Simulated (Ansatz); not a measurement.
Band-structure calculation, with input and output: AlCu₄ (part 2 of 2)

AlCu₄ (P2₁3, 20 atoms in the cell); DFT r2SCAN, scalar-relativistic, plane waves, PAW, no spin polarisation (Ansatz 0.2.0); cutoff 500 eV, 6×6×6 k-mesh, Gaussian smearing of 0.1 eV. The structure derives from a Materials Project entry.

Geometry of the input (Å; fractional positions):
```
6.2461  0.0000  0.0000
0.0000  6.2461  0.0000
0.0000  0.0000  6.2461
Al 0.4398  0.9398  0.5602
Al 0.9398  0.5602  0.4398
Al 0.5602  0.4398  0.9398
Al 0.0602  0.0602  0.0602
Cu 0.8086  0.3086  0.1914
Cu 0.3086  0.1914  0.8086
Cu 0.1914  0.8086  0.3086
Cu 0.6914  0.6914  0.6914
Cu 0.0477  0.8754  0.7009
Cu 0.2991  0.5477  0.6246
Cu 0.3754  0.7991  0.9523
Cu 0.5477  0.6246  0.2991
Cu 0.7991  0.9523  0.3754
Cu 0.8754  0.7009  0.0477
Cu 0.9523  0.3754  0.7991
Cu 0.7009  0.0477  0.8754
Cu 0.6246  0.2991  0.5477
Cu 0.4523  0.1246  0.2009
Cu 0.2009  0.4523  0.1246
Cu 0.1246  0.2009  0.4523
```

## Output, continued
```
  k-point 2: bands = ["-102.1210", "-102.1210", "-102.1210", "-102.1210", "-101.5568", "-101.5553", "-101.5539", "-101.5538", "-101.5531", "-101.5529", "-101.5524", "-101.5517", "-101.5513", "-101.5506", "-101.5506", "-101.5505", "-57.9770", "-57.9769", "-57.9768", "-57.9767", "-57.9765", "-57.9765", "-57.9761", "-57.9761", "-57.8478", "-57.8477", "-57.8474", "-57.8474", "-57.4409", "-57.4401", "-57.4397", "-57.4391", "-57.4332", "-57.4327", "-57.4323", "-57.4319", "-57.4285", "-57.4240", "-57.4226", "-57.4226",
      "-57.3997", "-57.3985", "-57.3971", "-57.3967", "-57.3890", "-57.3869", "-57.3835", "-57.3815", "-57.3810", "-57.3795", "-57.3777", "-57.3776", "-57.3232", "-57.3225", "-57.3105", "-57.3089", "-57.3015", "-57.3009", "-57.2935", "-57.2891", "-57.2881", "-57.2864", "-57.2817", "-57.2804", "4.7519", "6.0105", "7.7802", "7.9560", "8.5854", "8.6215", "8.9886", "9.4361", "9.5075", "9.5722", "9.7326", "9.8553", "10.0354", "10.2062", "10.2484", "10.3761",
      "10.5582", "10.5845", "10.6367", "10.7162", "10.7183", "10.7520", "10.7768", "10.7956", "10.8380", "10.8639", "10.9071", "10.9389", "11.0580", "11.0648", "11.1061", "11.1767", "11.2004", "11.2129", "11.2304", "11.2451", "11.2875", "11.3417", "11.4143", "11.5078", "11.5083", "11.5558", "11.5697", "11.6249", "11.6328", "11.6539", "11.7188", "11.7457", "11.7699", "11.8015", "11.8356", "11.8609", "11.8659", "12.0062", "12.0408", "12.0520",
      "12.0761", "12.1112", "12.2051", "12.2388", "12.2897", "12.2987", "12.3316", "12.3645", "12.3871", "12.4375", "12.4483", "12.4693", "12.5039", "12.5216", "12.5290", "12.5456", "12.5931", "12.5937", "12.6513", "12.6716", "12.6976", "12.7134", "12.8223", "12.8261", "12.8443", "12.8740", "12.9383", "12.9638", "13.0200", "13.0823", "13.2569", "13.3614", "13.5710", "13.6445", "13.9346", "14.3049", "14.3293", "14.6740", "14.8871", "15.9411",
      "16.0074", "16.4271", "16.7618", "16.8510", "17.7786", "18.1778", "18.4226", "18.6411", "20.4290", "20.6660", "20.8189", "21.3874", "21.5626", "21.6620", "21.8259", "21.9963", "22.5887", "22.7647", "22.9600", "22.9829", "23.2499", "23.6086", "24.0165", "24.1539", "24.7844", "25.0130", "25.1089", "25.1432", "25.6918", "25.9018", "26.0194", "26.2046", "26.2395", "26.6088", "26.7788", "26.7846", "27.1087", "27.1588", "27.7354", "27.7754",
      "28.0363", "28.4491", "28.7066", "28.8039", "28.9384", "29.3034", "29.3746", "29.5476"]
  k-point 23: bands = ["-102.1210", "-102.1210", "-102.1210", "-102.1210", "-101.5551", "-101.5551", "-101.5551", "-101.5551", "-101.5527", "-101.5527", "-101.5527", "-101.5527", "-101.5504", "-101.5504", "-101.5504", "-101.5504", "-57.9768", "-57.9768", "-57.9768", "-57.9768", "-57.9763", "-57.9763", "-57.9763", "-57.9763", "-57.8476", "-57.8476", "-57.8476", "-57.8476", "-57.4401", "-57.4401", "-57.4401", "-57.4401", "-57.4321", "-57.4321", "-57.4321", "-57.4321", "-57.4247", "-57.4247", "-57.4247", "-57.4247",
      "-57.3991", "-57.3991", "-57.3991", "-57.3991", "-57.3818", "-57.3818", "-57.3818", "-57.3818", "-57.3815", "-57.3815", "-57.3815", "-57.3815", "-57.3188", "-57.3188", "-57.3188", "-57.3188", "-57.2902", "-57.2902", "-57.2902", "-57.2902", "-57.2876", "-57.2876", "-57.2876", "-57.2876", "6.6889", "6.6889", "6.6889", "6.6889", "7.8277", "7.8277", "7.8277", "7.8277", "10.0122", "10.0122", "10.0122", "10.0122", "10.1965", "10.1965", "10.1965", "10.1965",
      "10.5540", "10.5540", "10.5540", "10.5540", "10.8703", "10.8703", "10.8703", "10.8703", "10.9454", "10.9454", "10.9454", "10.9454", "11.1105", "11.1105", "11.1105", "11.1105", "11.3328", "11.3328", "11.3328", "11.3328", "11.5174", "11.5174", "11.5174", "11.5174", "11.5340", "11.5340", "11.5340", "11.5340", "11.7174", "11.7174", "11.7174", "11.7174", "11.8750", "11.8750", "11.8750", "11.8750", "12.0369", "12.0369", "12.0369", "12.0369",
      "12.1318", "12.1318", "12.1318", "12.1318", "12.2578", "12.2578", "12.2578", "12.2578", "12.3792", "12.3792", "12.3792", "12.3792", "12.5191", "12.5191", "12.5191", "12.5191", "12.5932", "12.5932", "12.5932", "12.5932", "12.7271", "12.7271", "12.7271", "12.7271", "12.8389", "12.8389", "12.8389", "12.8389", "13.0494", "13.0494", "13.0494", "13.0494", "15.3480", "15.3480", "15.3480", "15.3480", "15.6812", "15.6812", "15.6812", "15.6812",
      "17.5156", "17.5156", "17.5156", "17.5156", "17.9259", "17.9259", "17.9259", "17.9259", "18.9995", "18.9995", "18.9995", "18.9995", "19.2361", "19.2361", "19.2361", "19.2361", "23.6209", "23.6209", "23.6209", "23.6209", "24.3404", "24.3404", "24.3404", "24.3404", "24.7674", "24.7674", "24.7674", "24.7674", "25.7056", "25.7056", "25.7056", "25.7056", "25.7557", "25.7557", "25.7557", "25.7557", "26.2033", "26.2033", "26.2033", "26.2033",
      "30.8186", "30.8186", "30.8186", "30.8186", "31.5568", "31.5568", "31.5568", "31.5568"]
--- Löwdin populations: 20 sites ---
  site symbol       q [e]
     0     Al      4.1561
     1     Al      4.1561
     2     Al      4.1561
     3     Al      4.1561
     4     Cu     18.5338
     5     Cu     18.5338
     6     Cu     18.5338
     7     Cu     18.5338
     8     Cu     18.5720
     9     Cu     18.5720
    10     Cu     18.5720
    11     Cu     18.5720
    12     Cu     18.5720
    13     Cu     18.5720
    14     Cu     18.5720
    15     Cu     18.5720
    16     Cu     18.5720
    17     Cu     18.5720
    18     Cu     18.5720
    19     Cu     18.5720
  spilling = 0.007521 (of n_electrons = 316.000000)
```

## File populations.tsv
```
# site	symbol	l	j	q
# orbitals = lowdin
# n_electrons = 316.000000
# spilling = 0.007521
0	Al	0_3S	-	1.169350
0	Al	1_3P	-	2.986759
1	Al	0_3S	-	1.169350
1	Al	1_3P	-	2.986759
2	Al	0_3S	-	1.169350
2	Al	1_3P	-	2.986759
3	Al	0_3S	-	1.169350
3	Al	1_3P	-	2.986759
4	Cu	0_3S	-	1.986733
4	Cu	0_4S	-	0.798743
4	Cu	1_3P	-	5.996263
4	Cu	2_3D	-	9.752101
5	Cu	0_3S	-	1.986733
5	Cu	0_4S	-	0.798743
5	Cu	1_3P	-	5.996263
5	Cu	2_3D	-	9.752101
6	Cu	0_3S	-	1.986733
6	Cu	0_4S	-	0.798743
6	Cu	1_3P	-	5.996263
6	Cu	2_3D	-	9.752101
7	Cu	0_3S	-	1.986733
7	Cu	0_4S	-	0.798743
7	Cu	1_3P	-	5.996263
7	Cu	2_3D	-	9.752101
8	Cu	0_3S	-	1.992194
8	Cu	0_4S	-	0.804847
8	Cu	1_3P	-	5.998067
8	Cu	2_3D	-	9.776854
9	Cu	0_3S	-	1.992194
9	Cu	0_4S	-	0.804847
9	Cu	1_3P	-	5.998067
9	Cu	2_3D	-	9.776854
10	Cu	0_3S	-	1.992194
10	Cu	0_4S	-	0.804847
10	Cu	1_3P	-	5.998067
10	Cu	2_3D	-	9.776854
11	Cu	0_3S	-	1.992194
11	Cu	0_4S	-	0.804847
11	Cu	1_3P	-	5.998067
11	Cu	2_3D	-	9.776854
12	Cu	0_3S	-	1.992194
12	Cu	0_4S	-	0.804847
12	Cu	1_3P	-	5.998067
12	Cu	2_3D	-	9.776854
13	Cu	0_3S	-	1.992194
13	Cu	0_4S	-	0.804847
13	Cu	1_3P	-	5.998067
13	Cu	2_3D	-	9.776854
14	Cu	0_3S	-	1.992194
14	Cu	0_4S	-	0.804847
14	Cu	1_3P	-	5.998067
14	Cu	2_3D	-	9.776854
15	Cu	0_3S	-	1.992194
15	Cu	0_4S	-	0.804847
15	Cu	1_3P	-	5.998067
15	Cu	2_3D	-	9.776854
16	Cu	0_3S	-	1.992194
16	Cu	0_4S	-	0.804847
16	Cu	1_3P	-	5.998067
16	Cu	2_3D	-	9.776854
17	Cu	0_3S	-	1.992194
17	Cu	0_4S	-	0.804847
17	Cu	1_3P	-	5.998067
17	Cu	2_3D	-	9.776854
18	Cu	0_3S	-	1.992194
18	Cu	0_4S	-	0.804847
18	Cu	1_3P	-	5.998067
18	Cu	2_3D	-	9.776854
19	Cu	0_3S	-	1.992194
19	Cu	0_4S	-	0.804847
19	Cu	1_3P	-	5.998067
19	Cu	2_3D	-	9.776854
```

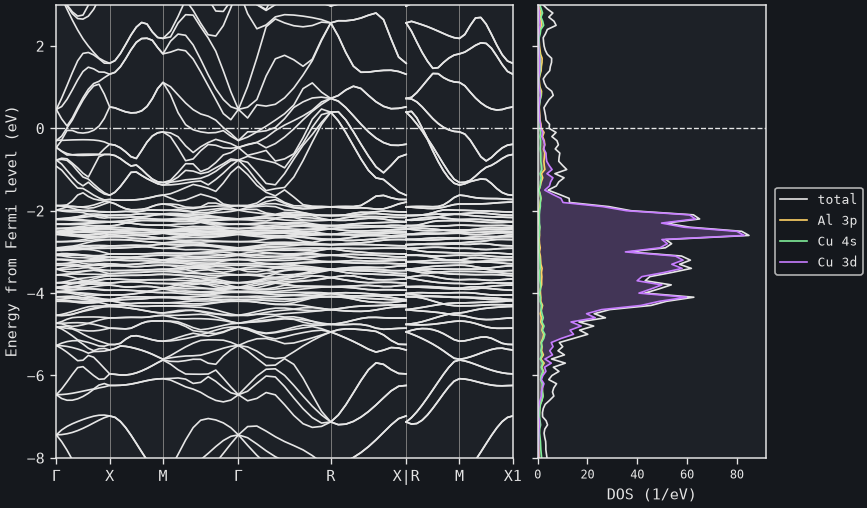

**Figure 1.** Band structure along Γ–X–M–Γ–R–X|R–M–X1 and density of states (projected on Löwdin-orthogonalised atomic shells), with energies from the Fermi level. Bands cross the Fermi level: a metal at this level of theory.

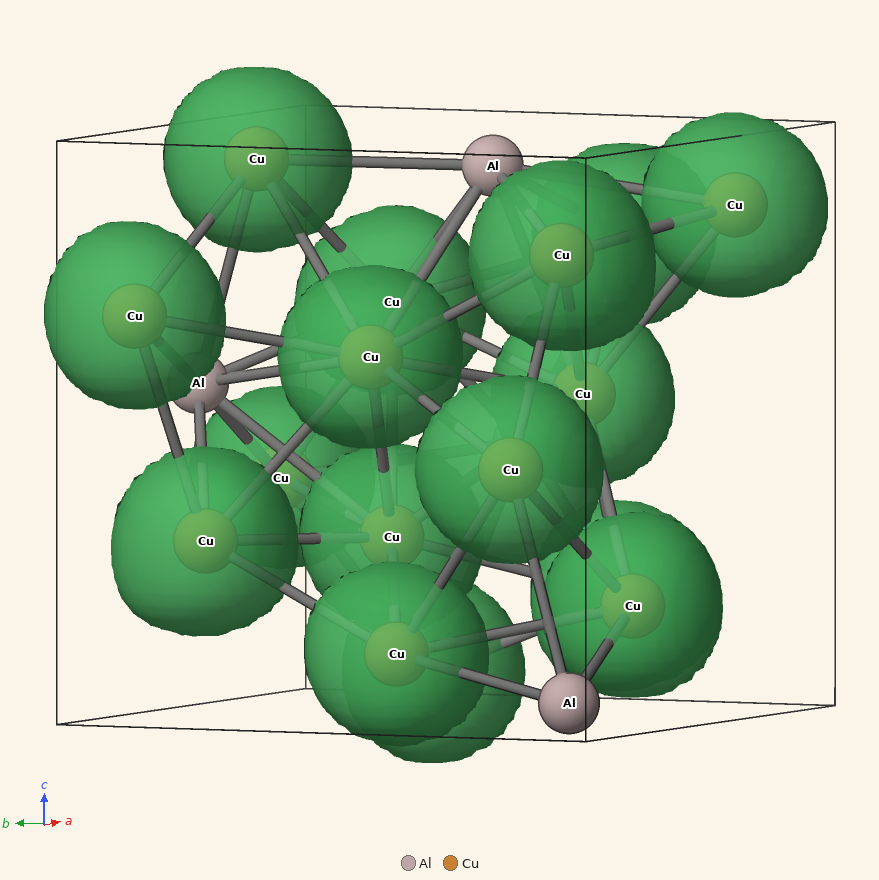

**Figure 2.** Isosurface of the valence charge density (pseudo) at 0.4 e/Å³ (green), seen at an oblique angle. Sticks mark near contacts. The outline is the cell set on symmetry axes. At this value the density breaks into separate islands; it holds about 85 % of the electrons treated as valence (semicore included). It is pinched off along the Al–Cu (2.36 Å), Cu–Cu (2.51 Å), Al–Cu (2.53 Å) and Cu–Cu (2.60 Å) contacts. On the grid the lowest density along these lines, outside the cores, is 0.28 e/Å³ (Al–Cu, 2.36 Å), 0.3 e/Å³ (Cu–Cu, 2.51 Å), 0.24 e/Å³ (Al–Cu, 2.53 Å) and 0.24 e/Å³ (Cu–Cu, 2.60 Å). The fields are those of the smooth PAW valence density.

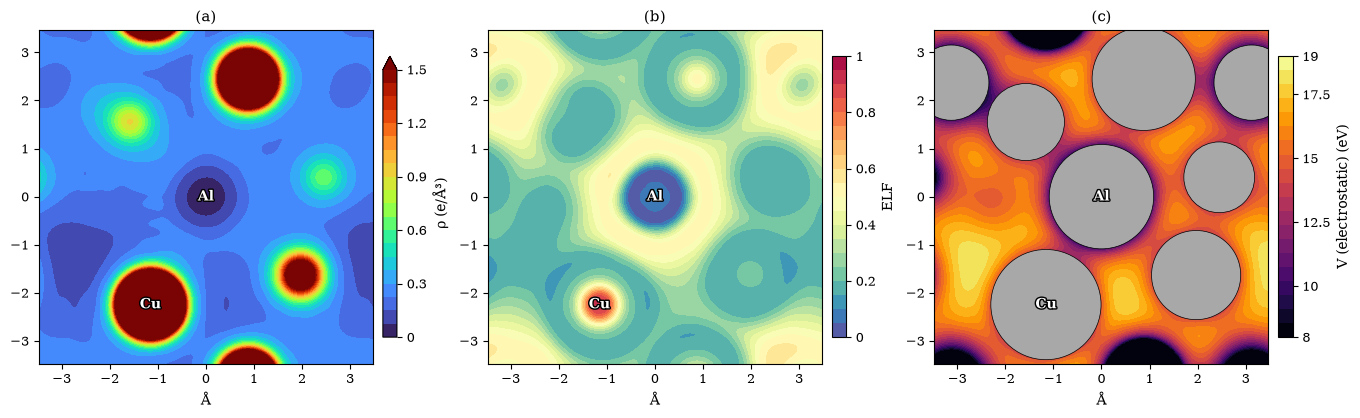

**Figure 3.** (a) valence charge density (pseudo); (b) ELF; (c) electrostatic potential (local pseudopotential plus Hartree) felt by an electron on the (100) plane of the conventional cell. Grey discs, where drawn, cover atomic cores. The section cuts through Al and Cu sites. Away from the nuclei the density in this plane falls to 0.1 e/Å³ at its lowest. The strong features right at Cu lie inside the PAW spheres (semicore, d or f shells) and say nothing about bonding. Outside the cores the potential energy rises away from the atoms and is highest about 1.7 Å from the nearest atoms; outside the discs it spans about 9 eV, and its zero is arbitrary.

## Summary

| quantity | value |
| --- | --- |
| outcome | converged |
| space group (tolerance 0.01 Å) | P2₁3 (198) |
| electrons treated | 316 |
| free energy | −108263.9745 eV |
| Fermi energy | 14.955 eV |
| gap on the k-point mesh | none (metallic) |
| pressure | 0.02 GPa |
| largest force (length of the vector) | 0.004 eV/Å |
| hardware | 4 threads of Oxide Virtual Turin-like (Zen 5), 32 GiB of memory available, shared host |
| wall time | 3.3 min (CPU time 13 min) |
| peak memory | 4.1 GiB |
